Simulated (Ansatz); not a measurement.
# Nudged elastic band, with input and output: Al₇P₈ (part 2 of 2)

Al₇P₈ (defect cell, 15 atoms in the cell); DFT with PBE, PAW plane waves, no spin polarisation (Ansatz 0.2.0); cutoff 420 eV, 2×2×2 k-mesh, Gaussian smearing of 0.1 eV. The structure derives from an entry of the Crystallography Open Database.

Geometry of the input (Å; fractional positions):
```
0.0000  5.4592  5.4592
5.4592  0.0000  5.4592
5.4592  5.4592  0.0000
Al 0.0008  -0.0034  0.0008
P  0.1215  0.1294  0.1281
Al 0.0027  0.0046  0.4943
P  0.1214  0.1269  0.6266
P  0.1160  0.6321  0.1190
Al -0.0035  0.5035  0.5012
P  0.1223  0.6275  0.6195
Al 0.4986  -0.0028  0.0005
P  0.6250  0.1235  0.1280
Al 0.4998  -0.0076  0.5043
P  0.6264  0.1257  0.6197
Al 0.4986  0.5016  0.0062
P  0.6212  0.6263  0.1276
Al 0.4998  0.4945  0.5057
P  0.6205  0.6244  0.6275
```

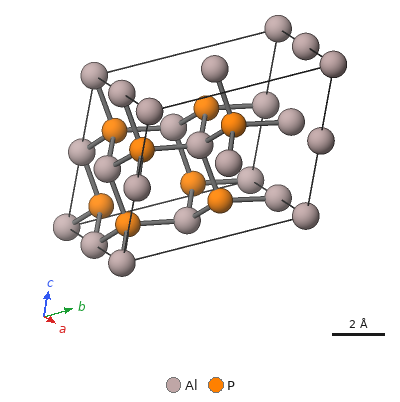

Fig. 1: The starting structure (ball-and-stick view of the cell of the calculation, seen slightly off an axis).

The program's output, continued
```
NEB iter  17: max|band force component| = 6.660e-1 eV/Å  barrier→ = 0.1500 eV  barrier← = 0.1499 eV  CI = image 3  Δτ_max = 0.0979 Å  (22 SCF iters)
NEB image 1
SCF 62 converged in 6 iterations: F = -9813.724150 eV  dr2 = 2.58e-8
NEB image 2
SCF 63 converged in 8 iterations: F = -9813.166023 eV  dr2 = 1.58e-8
NEB image 3
SCF 64 converged in 7 iterations: F = -9812.735055 eV  dr2 = 1.87e-8
NEB iter  18: max|band force component| = 2.963e-1 eV/Å  barrier→ = 0.1933 eV  barrier← = 0.1932 eV  CI = image 3  Δτ_max = 0.1914 Å  (21 SCF iters)
NEB image 1
SCF 65 converged in 7 iterations: F = -9813.657572 eV  dr2 = 5.55e-9
NEB image 2
SCF 66 converged in 8 iterations: F = -9813.169147 eV  dr2 = 2.44e-8
NEB image 3
SCF 67 converged in 7 iterations: F = -9812.656406 eV  dr2 = 3.47e-8
NEB iter  19: max|band force component| = 2.327e-1 eV/Å  barrier→ = 0.2719 eV  barrier← = 0.2719 eV  CI = image 3  Δτ_max = 0.1944 Å  (22 SCF iters)
NEB image 1
SCF 68 converged in 7 iterations: F = -9813.571055 eV  dr2 = 1.59e-8
NEB image 2
SCF 69 converged in 7 iterations: F = -9813.190274 eV  dr2 = 8.20e-8
NEB image 3
SCF 70 converged in 7 iterations: F = -9812.632878 eV  dr2 = 4.26e-8
NEB iter  20: max|band force component| = 1.975e-1 eV/Å  barrier→ = 0.2955 eV  barrier← = 0.2954 eV  CI = image 3  Δτ_max = 0.1081 Å  (21 SCF iters)
NEB image 1
SCF 71 converged in 6 iterations: F = -9813.520671 eV  dr2 = 2.89e-8
NEB image 2
SCF 72 converged in 7 iterations: F = -9813.197562 eV  dr2 = 5.64e-8
NEB image 3
SCF 73 converged in 7 iterations: F = -9812.644547 eV  dr2 = 1.84e-8
NEB iter  21: max|band force component| = 2.539e-1 eV/Å  barrier→ = 0.2838 eV  barrier← = 0.2837 eV  CI = image 3  Δτ_max = 0.0543 Å  (20 SCF iters)
NEB image 1
SCF 74 converged in 5 iterations: F = -9813.506658 eV  dr2 = 6.42e-8
NEB image 2
SCF 75 converged in 6 iterations: F = -9813.198381 eV  dr2 = 4.57e-8
NEB image 3
SCF 76 converged in 6 iterations: F = -9812.652302 eV  dr2 = 2.37e-8
NEB iter  22: max|band force component| = 2.805e-1 eV/Å  barrier→ = 0.2760 eV  barrier← = 0.2760 eV  CI = image 3  Δτ_max = 0.1092 Å  (17 SCF iters)
NEB image 1
SCF 77 converged in 6 iterations: F = -9813.475449 eV  dr2 = 1.52e-8
NEB image 2
SCF 78 converged in 7 iterations: F = -9813.195936 eV  dr2 = 1.04e-8
NEB image 3
SCF 79 converged in 7 iterations: F = -9812.668781 eV  dr2 = 2.10e-8
NEB iter  23: max|band force component| = 3.356e-1 eV/Å  barrier→ = 0.2596 eV  barrier← = 0.2595 eV  CI = image 3  Δτ_max = 0.2000 Å  (20 SCF iters)
NEB image 1
SCF 80 converged in 6 iterations: F = -9813.418820 eV  dr2 = 5.59e-8
NEB image 2
SCF 81 converged in 7 iterations: F = -9813.184840 eV  dr2 = 2.43e-8
NEB image 3
SCF 82 converged in 8 iterations: F = -9812.630563 eV  dr2 = 4.74e-9
NEB iter  24: max|band force component| = 4.135e-1 eV/Å  barrier→ = 0.2978 eV  barrier← = 0.2977 eV  CI = image 3  Δτ_max = 0.1920 Å  (21 SCF iters)
NEB image 1
SCF 83 converged in 5 iterations: F = -9813.431401 eV  dr2 = 3.34e-8
NEB image 2
SCF 84 converged in 6 iterations: F = -9813.187757 eV  dr2 = 2.38e-8
NEB image 3
SCF 85 converged in 7 iterations: F = -9812.478888 eV  dr2 = 3.74e-8
NEB iter  25: max|band force component| = 3.472e-1 eV/Å  barrier→ = 0.4494 eV  barrier← = 0.4494 eV  CI = image 3  Δτ_max = 0.0954 Å  (18 SCF iters)
NEB image 1
SCF 86 converged in 6 iterations: F = -9813.467755 eV  dr2 = 1.31e-8
NEB image 2
SCF 87 converged in 7 iterations: F = -9813.195506 eV  dr2 = 1.24e-8
NEB image 3
SCF 88 converged in 7 iterations: F = -9812.534215 eV  dr2 = 4.15e-8
NEB iter  26: max|band force component| = 1.577e-1 eV/Å  barrier→ = 0.3941 eV  barrier← = 0.3941 eV  CI = image 3  Δτ_max = 0.1870 Å  (20 SCF iters)
NEB image 1
preconditioner: auto → Resta (q_TF=auto, 2.064 Å⁻¹)  ε∞=4.8  [insulator: Δε(μ)=0.403 eV  Ē_g=8.200 eV  σ=0.100 eV  W_gap=1.00  n_scr=58 (ndim 8)  ℏωp=16.1 eV  f_vac=0.005  D(μ)=0.05/eV (n_scr^D=0)  ε∞_Penn≈4.8]
SCF 89 converged in 7 iterations: F = -9813.526534 eV  dr2 = 6.02e-9
NEB image 2
preconditioner: auto → Resta (q_TF=auto, 2.064 Å⁻¹)  ε∞=4.9  [insulator: Δε(μ)=0.213 eV  Ē_g=8.161 eV  σ=0.100 eV  W_gap=0.86  n_scr=58 (ndim 8)  ℏωp=16.1 eV  f_vac=0.000  D(μ)=1.27/eV (n_scr^D=0)  ε∞_Penn≈4.9]
SCF 90 converged in 7 iterations: F = -9813.198565 eV  dr2 = 3.22e-8
NEB image 3
iter 1 solved again at ethr=1.01e-4 eV; its pass at ethr=3.10e-3 eV (dr2=6.17e-2 eV) is discarded
SCF iter   1: F=—  HF=-9812.584882 eV  |F-HF|=—  |Δ(HF+E_count)|=         —  Δρ=4.31e-3  dr2=6.53e-2  ethr=1.01e-4  ⟨swp⟩=4.5  Hψ=2287  notcnv=0  defer=1
preconditioner: auto → Resta (q_TF=auto, 2.064 Å⁻¹)  ε∞=4.9  [insulator: Δε(μ)=0.116 eV  Ē_g=8.152 eV  σ=0.100 eV  W_gap=0.59  n_scr=58 (ndim 8)  ℏωp=16.1 eV  f_vac=0.000  D(μ)=5.05/eV (n_scr^D=26)  ε∞_Penn≈4.9]
SCF iter   2: F=—  HF=-9812.578973 eV  |F-HF|=—  |Δ(HF+E_count)|=   5.91e-3  Δρ=2.38e-3  dr2=1.76e-2  ethr=1.01e-4  ⟨swp⟩=1.2  Hψ=395  notcnv=0  defer=1
SCF iter   3: F=—  HF=-9812.579416 eV  |F-HF|=—  |Δ(HF+E_count)|=   4.43e-4  Δρ=3.28e-4  dr2=5.52e-4  ethr=2.88e-5  ⟨swp⟩=2.4  Hψ=567  notcnv=0  defer=1
SCF iter   4: F=—  HF=-9812.579508 eV  |F-HF|=—  |Δ(HF+E_count)|=   9.17e-5  Δρ=1.17e-4  dr2=9.54e-5  ethr=9.06e-7  ⟨swp⟩=2.2  Hψ=638  notcnv=0  defer=1
SCF iter   5: F=—  HF=-9812.579471 eV  |F-HF|=—  |Δ(HF+E_count)|=   3.69e-5  Δρ=2.59e-5  dr2=3.74e-6  ethr=1.56e-7  ⟨swp⟩=2.2  Hψ=552  notcnv=0  defer=1
SCF iter   6: F=—  HF=-9812.579474 eV  |F-HF|=—  |Δ(HF+E_count)|=   2.83e-6  Δρ=6.75e-6  dr2=2.43e-7  ethr=6.14e-9  ⟨swp⟩=2.0  Hψ=591  notcnv=0  defer=1
SCF iter   7: F=-9812.579474 eV  HF=-9812.579474 eV  |F-HF|=7.91e-9  |Δ(HF+E_count)|=   2.17e-7  Δρ=1.65e-6  dr2=1.92e-8  ethr=1.64e-10  ⟨swp⟩=5.0  Hψ=1282  notcnv=0
SCF 91 converged in 7 iterations: F = -9812.579474 eV  dr2 = 1.92e-8
NEB image 1
NSCF: frozen V_eff on 8 k-points
NEB image 2
NSCF: frozen V_eff on 8 k-points
NEB image 3
NSCF: frozen V_eff on 8 k-points
the band table was solved once a step of the walk had ended and its energy, with any forces and stress, was formed, with the checks that follow a solve (2197 applications of the Hamiltonian). They found nothing against the state; the energy, forces and stress were not computed again (output.eigenvalues in the input reference)
NEB iter  27: max|band force component| = 5.584e-2 eV/Å  barrier→ = 0.3489 eV  barrier← = 0.3488 eV  CI = image 3  Δτ_max = 0.0000 Å  (21 SCF iters)
```

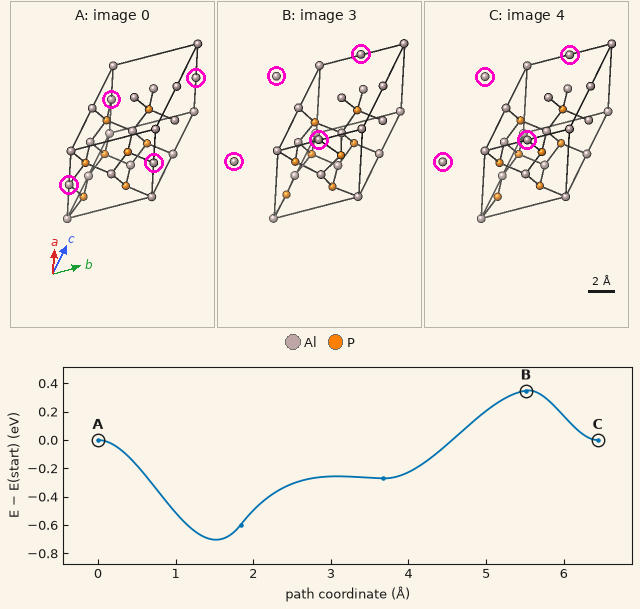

Fig. 2: Images of the last band (counted from 0; ball-and-stick, reduced simulation cell, seen at an oblique angle), with the moving atom and its periodic copies ringed, above the energy along the path; the line is a cubic interpolation that uses the forces. The highest image is number 3, 0.349 eV above the start and 0.349 eV above the end (the climbing image); start and end have the same energy. The path is 6.44 Å long, and Al8 moves most (3.86 Å). The band converged in 27 iterations.

```
WARN: NEB end point (image 0): the path dips 0.598199 eV below it before the top, so the barrier from the dip is that much higher. The path crosses a lower well, or the end point is a saddle point, which neb.relax_end_points tests for
WARN: NEB: the barrier is in doubt: the path turns back at the climbing image. Check it with more images (neb.images), a lower neb.f_tol or relaxed end points
SCF converged after 7 iterations
Free energy (F): -9812.579474 eV
Harris-Foulkes:  -9812.579474 eV  (|F-HF|=7.91e-9)
Internal energy: -9812.556647 eV  (E = F + TS)
E sigma→0 (E₀):  -9812.568061 eV
Entropy (-TS):   -0.022827 eV (-1.522 meV/atom)
Fermi energy:    4.917779 eV
--- Per-component energies (eV) ---
  E_band       = 5.641375
  E_kinetic    = 716.610564
  E_local      = -699.011395  (includes V_loc(G=0)·N_el)
  E_nonlocal   = 344.961276
  E_hartree    = 206.250763
  E_xc         = -765.880758
  E_vxc        = -682.751177  (∫ρ·V_xc dr)
  E_paw        = -7827.165493  (= ΣΔE_a)
  E_vpaw       = -86.669600  (= ΣTr[D̂ρ^β])
  E_aug_tail   = 0.000011  (compensation charges beyond the density's cutoff)
  E_ewald      = -1788.321615
  E_smearing   = -0.022827  (= −TS)
  E_closure    = 0.000000  (closes the sum)
  Σ components = -9812.579474   (vs F -9812.579474, Δ=0.00e0)
--- Forces (eV/Å), atoms counted from 1 ---
  atom   1  Al     0.00722698     0.01186130     0.00993462
  atom   2  P     -0.03484813     0.03407721     0.01805867
  atom   3  Al    -0.01163678    -0.00764449     0.00969122
  atom   4  P     -0.00692487     0.00662048     0.00327356
  atom   5  P     -0.02383938     0.03529253     0.02189462
  atom   6  Al     0.00332453    -0.00319278    -0.00778840
  atom   7  P     -0.03496104     0.02388201     0.02158058
  atom   8  Al     0.08798857    -0.08826525     0.01692746
  atom   9  P      0.01728163     0.01847252    -0.01098484
  atom  10  Al     0.00213910    -0.00215544    -0.01078398
  atom  11  P     -0.01798973    -0.01676925    -0.01167283
  atom  12  Al     0.00521748     0.00414007     0.00843478
  atom  13  P      0.00120645    -0.00104676    -0.07146336
  atom  14  Al    -0.00403278    -0.00556143     0.00871658
  atom  15  P      0.00982334    -0.00968317    -0.00583264
  max |Σ_I F_I| component: 2.75e-5 eV/Å
--- Band table (eV; the first three rows and the last of 8) ---
  k-point 0: bands = ["-6.8996", "-5.3163", "-5.2900", "-5.2088", "-5.1466", "-4.6725", "-4.5628", "-4.3635", "-1.0377", "-0.9704", "-0.9288", "-0.8039", "-0.7478", "-0.6904", "1.1116", "2.3079", "2.4590", "2.4718", "2.6846", "2.6870", "2.7759", "3.5613", "3.6482", "3.6734", "3.8266", "3.9514", "4.0222", "4.1688", "4.2724", "4.7952", "5.2176", "5.3923", "6.1996", "6.4522", "6.5415", "6.6834", "7.0474", "7.3568", "7.3998", "7.4798", "7.6959", "7.7647", "8.8602", "9.0886", "9.0917", "9.2806"]
  k-point 1: bands = ["-6.3722", "-6.1505", "-5.2002", "-5.0887", "-5.0726", "-4.9640", "-4.6437", "-4.6138", "-0.6141", "-0.4589", "-0.3558", "-0.2567", "-0.1517", "0.7868", "1.3422", "1.5598", "1.6374", "1.8337", "2.0051", "2.1456", "2.3112", "2.8619", "2.9555", "3.0126", "3.1122", "3.4230", "3.7096", "3.7932", "4.0022", "4.0426", "4.8543", "5.2225", "6.6850", "7.1182", "7.3544", "7.4414", "7.7005", "7.9032", "8.1035", "8.4344", "9.4088", "9.5960", "9.6703", "9.7424", "9.8662", "10.0645"]
  k-point 2: bands = ["-6.3422", "-6.1538", "-5.1612", "-5.1417", "-5.1256", "-4.9437", "-4.8172", "-4.4376", "-0.6195", "-0.4383", "-0.4309", "-0.1459", "-0.0223", "0.9494", "1.3694", "1.5159", "1.7153", "1.8347", "1.8637", "1.9586", "2.3702", "2.8448", "2.8547", "2.9375", "3.0828", "3.2820", "3.4305", "3.4863", "4.0155", "4.3520", "5.0415", "5.2044", "7.2249", "7.2396", "7.4830", "7.5872", "7.6894", "7.7780", "7.9817", "8.9576", "9.3350", "9.6222", "9.6840", "9.7026", "9.8104", "10.1062"]
  k-point 7: bands = ["-6.3718", "-6.1510", "-5.2001", "-5.0887", "-5.0726", "-4.9644", "-4.6433", "-4.6139", "-0.6136", "-0.4588", "-0.3555", "-0.2577", "-0.1520", "0.7879", "1.3421", "1.5594", "1.6375", "1.8340", "2.0043", "2.1459", "2.3113", "2.8629", "2.9563", "3.0122", "3.1111", "3.4232", "3.7091", "3.7917", "4.0028", "4.0430", "4.8542", "5.2225", "6.6849", "7.1198", "7.3541", "7.4403", "7.7007", "7.9031", "8.1047", "8.4357", "9.4078", "9.5964", "9.6675", "9.7433", "9.8640", "10.0646"]
this run last wrote the band of iteration 27 to [file]
--- NEB band (5 images, 27 band iterations, 606 SCF iterations, 36 more in tests of the images' electronic states and relaxations of end points) ---
  forward barrier  = 0.348861 eV
  backward barrier = 0.348791 eV
  lagrangian_above_aufbau_ev (what the smearing adds, to first order; not taken off the barriers): saddle image -0.008086 eV, end points -0.026564 and -0.025727 eV
  climbing image's point = of an order that was not read
  energies are F+E_penalty+E_count in eV, relative to image 0
  image     s (Å)  Δ vs image 0  max|band force component| (eV/Å)
      0    0.0000      0.000000                                 —
      1    1.8390     -0.598199                          2.233e-2
      2    3.6778     -0.270230                          3.203e-2
  *   3    5.5163      0.348861                          5.584e-2
      4    6.4362      0.000070                                 —
  climbing-image geometry (image 3):
  cell:  # Å, volume = 325.3910 Å³
    - [0.0, 5.459152, 5.459152]
    - [5.459152, 0.0, 5.459152]
    - [5.459152, 5.459152, 0.0]
  atoms:
    - { symbol: Al, position: [0.003068612710374609, -0.009321826498893071, 0.0014950493623233077] }
    - { symbol: P, position: [0.1658978069118881, 0.07309257993918379, 0.13047460806517697] }
    - { symbol: Al, position: [0.003210890805879424, -0.009391358465824357, 0.5046845924958947] }
    - { symbol: P, position: [0.12243872874883609, 0.12433714696653674, 0.6266020365164884] }
    - { symbol: P, position: [0.09989044868853786, 0.6168612893991683, 0.13622465799951883] }
    - { symbol: Al, position: [-0.020724692548462653, 0.4994572920067851, 0.5105661063496428] }
    - { symbol: P, position: [0.09993819231650852, 0.61680781973255, 0.6469078932508056] }
    - { symbol: Al, position: [0.9901056831643442, -0.5263312527248487, 0.018065046247450034] }
    - { symbol: P, position: [0.6363306600539536, 0.16105888546789102, 0.1204511073052032] }
    - { symbol: Al, position: [0.49696873274696474, 0.015553586961914334, 0.49359781618157417] }
    - { symbol: P, position: [0.6365577566781064, 0.16116603958475773, 0.5815130858980964] }
    - { symbol: Al, position: [0.4741714214638782, 0.5315677045202276, 0.0029492703898167383] }
    - { symbol: P, position: [0.5593249743938261, 0.7060954619472654, 0.11718543209005972] }
    - { symbol: Al, position: [0.4742012975552267, 0.5316153583038825, 0.4910995327558617] }
    - { symbol: P, position: [0.6044948513101384, 0.6420052528594026, 0.6266754600920873] }
```

The last band as extended XYZ (Å, eV, eV/Å)
```
15
Lattice="0.0000 5.4592 5.4592 5.4592 0.0000 5.4592 5.4592 5.4592 0.0000" Properties=species:S:1:pos:R:3:forces:R:3 image=0 energy=-9812.92834
Al    0.0047   -0.0152   -0.0091   -0.0011  -0.0018  -0.0020
P     1.3665    1.3592    1.3559    0.0039   0.0033  -0.0031
Al    2.7454    2.7216   -0.0048   -0.0036  -0.0001   0.0000
P     4.0997    4.0895    1.3576   -0.0022  -0.0025  -0.0009
P     4.0993    1.3547    4.0823    0.0029   0.0031   0.0044
Al    5.4628    2.7206    2.7102    0.0010   0.0006   0.0019
P     6.8199    4.0792    4.0953    0.0031   0.0009  -0.0034
Al    0.0068    2.7238    2.7325   -0.0001  -0.0049   0.0037
P     1.3717    4.0896    4.0862    0.0015  -0.0038   0.0021
Al    2.7352    5.4525    2.7218    0.0033   0.0045  -0.0011
P     4.0986    6.8179    4.0859    0.0019   0.0017  -0.0011
Al    2.7289    2.7219    5.4469   -0.0031   0.0006  -0.0002
P     4.1075    4.0825    6.8094   -0.0039   0.0026   0.0012
Al    5.4655    5.4672    5.4525   -0.0018  -0.0038  -0.0038
P     6.8336    6.8191    6.8159   -0.0016  -0.0003   0.0023
15
Lattice="0.0000 5.4592 5.4592 5.4592 0.0000 5.4592 5.4592 5.4592 0.0000" Properties=species:S:1:pos:R:3:forces:R:3 image=1 energy=-9813.52653
Al   -0.1659    0.1818    0.1243    0.0005  -0.0682  -0.0605
P     0.6814    2.0479    1.3570    0.2591  -0.2593  -0.0715
Al    2.5466    2.8949    0.1221    0.0694  -0.0016  -0.0577
P     4.0733    4.1137    1.5014   -0.0451   0.0471  -0.0387
P     3.9888    1.0689    3.7766   -0.0124   0.1191   0.1213
Al    5.5430    2.6458    2.6389   -0.0722   0.0736   0.0572
P     7.1229    4.2018    3.7738   -0.1276   0.0043   0.1195
Al   -0.5068    3.2344    3.2288    0.4351  -0.4342  -0.1488
P     1.3385    4.2342    4.3739   -0.0389  -0.0347  -0.1123
Al    2.7106    5.4753    2.8675   -0.0244   0.0251  -0.0280
P     3.9526    6.8476    4.3728    0.0344   0.0400  -0.1117
Al    2.7776    2.4999    5.2329   -0.0612   0.1132   0.0762
P     4.6011    3.5854    6.3848   -0.2485   0.2512   0.1393
Al    5.6869    5.4073    5.2304   -0.1139   0.0653   0.0800
P     6.9178    6.7259    6.7588   -0.0542   0.0591   0.0355
15
Lattice="0.0000 5.4592 5.4592 5.4592 0.0000 5.4592 5.4592 5.4592 0.0000" Properties=species:S:1:pos:R:3:forces:R:3 image=2 energy=-9813.19857
Al    0.0249    0.2210    0.1528   -0.0066  -0.0018  -0.0007
P     0.7369    1.9915    1.6088    0.0391  -0.0391  -0.0135
Al    2.5074    2.7033    0.1528    0.0018   0.0073  -0.0010
P     4.1155    4.0720    1.3431    0.0018  -0.0019  -0.0117
P     4.1700    1.1831    3.8433    0.0126   0.0318   0.0041
Al    5.5661    2.6214    2.5479   -0.0084   0.0088   0.0208
P     7.0044    4.0174    3.8434   -0.0316  -0.0127   0.0040
Al   -1.7316    4.4599    3.0759    0.0038  -0.0041  -0.0099
P     1.4816    4.2873    4.3504   -0.0183  -0.0052   0.0058
Al    2.7695    5.4182    2.7270    0.0108  -0.0109  -0.0105
P     3.9006    6.7064    4.3500    0.0049   0.0182   0.0064
Al    2.8228    2.5698    5.2686    0.0270   0.0038   0.0000
P     4.6650    3.5227    6.5382   -0.0269   0.0266  -0.0030
Al    5.6178    5.3649    5.2685   -0.0035  -0.0270  -0.0001
P     6.9401    6.7066    6.6790   -0.0064   0.0064   0.0095
15
Lattice="0.0000 5.4592 5.4592 5.4592 0.0000 5.4592 5.4592 5.4592 0.0000" Properties=species:S:1:pos:R:3:forces:R:3 image=3 energy=-9812.57947
Al   -0.0427    0.0249   -0.0341    0.0072   0.0119   0.0099
P     1.1113    1.6179    1.3047   -0.0348   0.0341   0.0181
Al    2.7039    2.7727   -0.0337   -0.0116  -0.0076   0.0097
P     4.0995    4.0891    1.3472   -0.0069   0.0066   0.0033
P     4.1112    1.2890    3.9129   -0.0238   0.0353   0.0219
Al    5.5139    2.6741    2.6135    0.0033  -0.0032  -0.0078
P     6.8988    4.0771    3.9128   -0.0350   0.0239   0.0216
Al   -2.7747    5.5038    2.5318    0.0880  -0.0883   0.0169
P     1.5368    4.1314    4.3531    0.0173   0.0185  -0.0110
Al    2.7795    5.4077    2.7979    0.0021  -0.0022  -0.0108
P     4.0544    6.6496    4.3549   -0.0180  -0.0168  -0.0117
Al    2.9180    2.6047    5.4905    0.0052   0.0041   0.0084
P     4.4944    3.6932    6.9081    0.0012  -0.0010  -0.0715
Al    5.5832    5.2697    5.4909   -0.0040  -0.0056   0.0087
P     6.9259    6.7211    6.8048    0.0098  -0.0097  -0.0058
15
Lattice="0.0000 5.4592 5.4592 5.4592 0.0000 5.4592 5.4592 5.4592 0.0000" Properties=species:S:1:pos:R:3:forces:R:3 image=4 energy=-9812.92827
Al    0.0018   -0.0071   -0.0090    0.0023   0.0006   0.0014
P     1.3790    1.3542    1.3551   -0.0039   0.0002   0.0009
Al    2.7326    2.7382   -0.0064    0.0040  -0.0035   0.0003
P     4.1045    4.0884    1.3560   -0.0015  -0.0024  -0.0022
P     4.1041    1.3563    4.0863   -0.0027   0.0026   0.0022
Al    5.4650    2.7223    2.7222    0.0032  -0.0001  -0.0036
P     6.8256    4.0892    4.0864    0.0013   0.0016  -0.0007
Al   -2.7210    5.4496    2.7327   -0.0047   0.0047   0.0090
P     1.3828    4.0906    4.0906   -0.0028  -0.0029   0.0032
Al    2.7353    5.4527    2.7061   -0.0048   0.0022   0.0018
P     4.0872    6.8104    4.0949    0.0065   0.0030  -0.0038
Al    2.7414    2.7109    5.4545   -0.0064   0.0001  -0.0055
P     4.1017    4.0828    6.8230    0.0029  -0.0035  -0.0090
Al    5.4689    5.4498    5.4542    0.0070   0.0034   0.0049
P     6.8269    6.8184    6.8141   -0.0006  -0.0062   0.0011
```

Key numbers

- outcome: converged
- barrier, forward: 0.349 eV
- barrier, backward: 0.349 eV
- electrons treated: 61
- wall time: 3.7 min (CPU time 10 min)
- peak memory: 1.1 GiB

Notes

The k-point mesh is coarse for a cell of this size, so the results may not be converged. The order of the saddle point was not checked.
